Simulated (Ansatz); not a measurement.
# What a change does: single-point calculation on Si

System: Si (1 atom in the cell).
Method of run A: DFT, PBE, norm-conserving pseudopotentials, Ansatz's default files, scalar-relativistic, no spin polarisation (Ansatz 0.2.0).

Text and figures count atoms from 1; the logs count them from 0 in places.

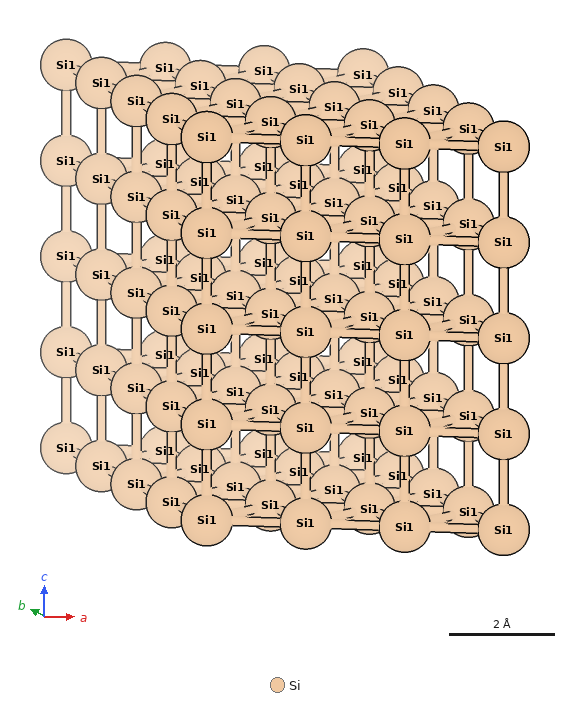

The structure (ball-and-stick view of the cell of the calculation, repeated 3 × 4 × 4, seen slightly off an axis; atoms are numbered from 1 in the order of the input). Near neighbours in the crystal (not all of them lie inside the picture): Si has 8 Si at 1.87 to 1.93 Å.

The input, run A:
```yaml
crystal:
  lattice:
    - [1.9268737777, 0.0, 0.0]
    - [-0.9634368888, 1.6687216413, 0.0]
    - [0.0, 0.0, 1.8745892566]
  atoms:
    - { symbol: Si, position: [0.0, 0.0, 0.0] }
kpoints:
  mp_grid: { grid: [16, 16, 15] }
scf:
  occupations: { method: fermi_dirac, width: 0.08 }
hamiltonian:
  xc: pbe
  pseudopotentials: { kind: nc }
output:
  forces: true
  stress: true
  eigenvalues: true
```

Launched with:
```bash
ansatz run input.yaml --threads 1 --pin off --max-ram 2048MiB --backend cpu --events-out ev --progress --plain --runs-dir out
```

Hardware: 1 thread of Intel Xeon (Granite Rapids), 32 GiB of memory available, shared host.

Output, shortened to warnings, some set-up lines, iterations and results (run A):
```
Basis set: ecut = 489.804952 eV, 151 PW (Γ), exchange–correlation on 30×30×30 points (8 copies of the dense FFT grid, shifted against one another)
Symmetry: 24 space group operations
k-points: 240 of 3840
Initial density: superposition of atomic densities (chi_scale 0.1, normalization cell)
[...]
SCF iter   1: F=—  HF=-106.497292 eV  |F-HF|=—  |Δ(HF+E_count)|=         —  Δρ=7.48e-2  dr2=1.61e-1  ethr=3.10e-3  ⟨swp⟩=5.7  Hψ=14196  notcnv=0
SCF iter   2: F=—  HF=-106.449087 eV  |F-HF|=—  |Δ(HF+E_count)|=   4.82e-2  Δρ=3.43e-2  dr2=2.96e-2  ethr=3.10e-3  ⟨swp⟩=1.0  Hψ=3370  notcnv=0  defer=1
SCF iter   3: F=—  HF=-106.439467 eV  |F-HF|=—  |Δ(HF+E_count)|=   9.62e-3  Δρ=3.50e-3  dr2=2.63e-4  ethr=7.40e-4  ⟨swp⟩=2.0  Hψ=2297  notcnv=0  defer=25
SCF iter   4: F=—  HF=-106.439410 eV  |F-HF|=—  |Δ(HF+E_count)|=   5.66e-5  Δρ=5.10e-5  dr2=7.33e-8  ethr=6.58e-6  ⟨swp⟩=1.1  Hψ=1436  notcnv=0  defer=25
SCF iter   5: F=—  HF=-106.439410 eV  |F-HF|=—  |Δ(HF+E_count)|=   1.61e-7  Δρ=1.39e-5  dr2=5.43e-9  ethr=1.83e-9  ⟨swp⟩=4.1  Hψ=7645  notcnv=0
SCF iter   6: F=-106.439410 eV  HF=-106.439410 eV  |F-HF|=1.73e-10  |Δ(HF+E_count)|=   1.35e-9  Δρ=2.96e-6  dr2=3.21e-10  ethr=1.36e-10  ⟨swp⟩=1.1  Hψ=4058  notcnv=0
SCF 1 converged in 6 iterations: F = -106.439410 eV  dr2 = 3.21e-10
SCF converged after 6 iterations
Free energy (F): -106.439410 eV
Harris-Foulkes:  -106.439410 eV  (|F-HF|=1.73e-10)
Internal energy: -106.433774 eV  (E = F + TS)
E sigma→0 (E₀):  -106.436592 eV
Entropy (-TS):   -0.005637 eV (-5.637 meV/atom)
Fermi energy:    27.092659 eV
--- Per-component energies (eV) ---
  E_band       = 70.109824
  E_kinetic    = 74.937201
  E_local      = 22.159635  (includes V_loc(G=0)·N_el)
  E_nonlocal   = 30.459708
  E_hartree    = 0.617913
  E_xc         = -53.660668
  E_vxc        = -58.682537  (∫ρ·V_xc dr)
  E_ewald      = -180.947561
  E_smearing   = -0.005637  (= −TS)
  E_closure    = 0.000000  (closes the sum)
  Σ components = -106.439410   (vs F -106.439410, Δ=0.00e0)
--- Forces (eV/Å), atoms counted from 1 ---
  atom   1  Si     0.00000000    -0.00000000     0.00000000
  max |Σ_I F_I| component: 1.54e-33 eV/Å
--- Stress (GPa, compression-positive) ---
      629.927460       0.000000       0.000000
        0.000000     629.927460       0.000000
        0.000000       0.000000     629.884791
  P = ⅓ Tr σ = 629.9132 GPa (6299.132 kbar)
```

The input of run B differs as follows (lines with − go, lines with + come):
```diff
-  pseudopotentials: { kind: nc }
+  pseudopotentials: { kind: all_electron, datasets: crystal }
```

Predict how the results change.

The total energies belong to different models, so their difference says nothing on which is more stable or more accurate. The pressure goes from 629.91 to 634.98 GPa. The number of SCF iterations is the same. The plane waves at Γ go from 151 to 109.

Output, shortened to warnings, some set-up lines, iterations and results (run B):
```
Basis set: ecut = 420 eV, 109 PW (Γ), exchange–correlation on 30×30×30 points (8 copies of the dense FFT grid, shifted against one another)
Symmetry: 24 space group operations
k-points: 240 of 3840
Initial density: superposition of atomic densities (neutral atoms: chi_scale 0, normalization atom)
[...]
SCF iter   1: F=—  HF=-7883.611195 eV  |F-HF|=—  |Δ(HF+E_count)|=         —  Δρ=7.07e-2  dr2=1.41e-1  ethr=2.97e-3  ⟨swp⟩=3.2  Hψ=11047  notcnv=0
SCF iter   2: F=—  HF=-7883.579654 eV  |F-HF|=—  |Δ(HF+E_count)|=   3.15e-2  Δρ=3.56e-2  dr2=3.24e-2  ethr=2.97e-3  ⟨swp⟩=2.1  Hψ=3391  notcnv=0  defer=6
SCF iter   3: F=—  HF=-7883.540348 eV  |F-HF|=—  |Δ(HF+E_count)|=   3.93e-2  Δρ=3.28e-3  dr2=2.69e-4  ethr=6.97e-6  ⟨swp⟩=2.2  Hψ=6882  notcnv=0  defer=4
SCF iter   4: F=—  HF=-7883.539740 eV  |F-HF|=—  |Δ(HF+E_count)|=   6.09e-4  Δρ=1.16e-3  dr2=3.44e-5  ethr=6.73e-6  ⟨swp⟩=2.0  Hψ=2194  notcnv=0  defer=3
SCF iter   5: F=—  HF=-7883.539656 eV  |F-HF|=—  |Δ(HF+E_count)|=   8.33e-5  Δρ=1.78e-5  dr2=6.34e-9  ethr=8.60e-7  ⟨swp⟩=2.0  Hψ=3398  notcnv=0  defer=4
SCF iter   6: F=-7883.539657 eV  HF=-7883.539657 eV  |F-HF|=1.76e-10  |Δ(HF+E_count)|=   5.12e-7  Δρ=3.36e-6  dr2=2.52e-10  ethr=1.59e-10  ⟨swp⟩=3.1  Hψ=2656  notcnv=0  …
SCF 1 converged in 6 iterations: F = -7883.539653 eV  dr2 = 2.52e-10
  Residual-converged pass: ⟨swp⟩=2.0  Hψ=2156  notcnv=0  max |occ|·‖R‖ = 3.5e-6 eV (tolerance 3.7e-6 eV)  dr2=2.52e-10  dr2_onsite=4.61e-10  max |Δocc| = 6.1e-11
SCF converged after 6 iterations
Free energy (F): -7883.539653 eV
Harris-Foulkes:  -7883.539653 eV  (|F-HF|=1.76e-10)
Internal energy: -7883.533917 eV  (E = F + TS)
E sigma→0 (E₀):  -7883.536785 eV
Entropy (-TS):   -0.005736 eV (-5.736 meV/atom)
Past the cutoff: the bands carry plane waves up to 1.75 times it, of which those up to 1.5 times it add -0.000132 eV an atom, each by itself; the spheres take 0.000059 eV an atom off the energy for waves past 1.75 times it
By the cutoff:   a pressure is off by up to 0.014 GPa (1.2 times the spheres' own share and the shells' term, over an atom's volume, and 0.004 GPa: a bound that held against runs at twice the plane waves)
Past the cutoffs: a stress includes 0.0055 GPa for waves and charges beyond them, in addition to the slope of what the spheres take
In the spheres:  the bands' charges fall short by 5.2e-7 e at most (sound up to 1e-3), those of shells solved beside the bands by 7.3e-8 e (sound up to 5e-4)
Fermi energy:    31.203195 eV
--- Per-component energies (eV) ---
  E_band       = 86.619789
  E_kinetic    = 72.514781
  E_local      = -763.922481  (includes V_loc(G=0)·N_el)
  E_nonlocal   = 25.061969
  E_hartree    = 392.053855
  E_xc         = -56.458395
  E_vxc        = -68.266829  (∫ρ·V_xc dr)
  E_paw        = -9310.514338  (= ΣΔE_a)
  E_vpaw       = -3349.133868  (= ΣTr[D̂ρ^β])
  E_ewald      = -1628.528052
  E_smearing   = -0.005736  (= −TS)
  E_closure    = 3386.258745  (closes the sum)
  Σ components = -7883.539653   (vs F -7883.539653, Δ=0.00e0)
  The terms above E_closure are by the made datasets' own strengths, without shells solved beside the bands.
--- Forces (eV/Å), atoms counted from 1 ---
  atom   1  Si     0.00000000    -0.00000000     0.00000000
  max |Σ_I F_I| component: 1.64e-32 eV/Å
--- Stress (GPa, compression-positive) ---
      634.846281       0.000000       0.000000
        0.000000     634.846281       0.000000
        0.000000       0.000000     635.234114
  P = ⅓ Tr σ = 634.9756 GPa (6349.756 kbar)
  It holds what live shells' own plane waves past their cutoff add
```

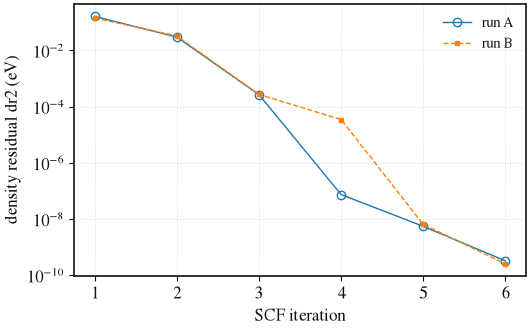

Convergence of the two runs: density residual dr2 against the SCF iteration. Run A takes 6 iterations in all, and run B takes 6.

The two runs side by side:

```csv
quantity,run A,run B
outcome,converged,converged
free energy per atom (eV),−106.4394,−7883.5397
"energy per atom, smearing taken to zero (eV)",−106.4366,−7883.5368
pressure (GPa),629.91,634.98
largest force (eV/Å),0.000,0.000
SCF iterations,6,6
irreducible k-points,240,240
plane waves at Γ,151,109
wall time (shared host),0.52 s,2.7 s
```

For run A: The cell is under a pressure of 630 GPa at this level, so it is not at its equilibrium volume. For run B: The cell is under a pressure of 635 GPa at this level, so it is not at its equilibrium volume.
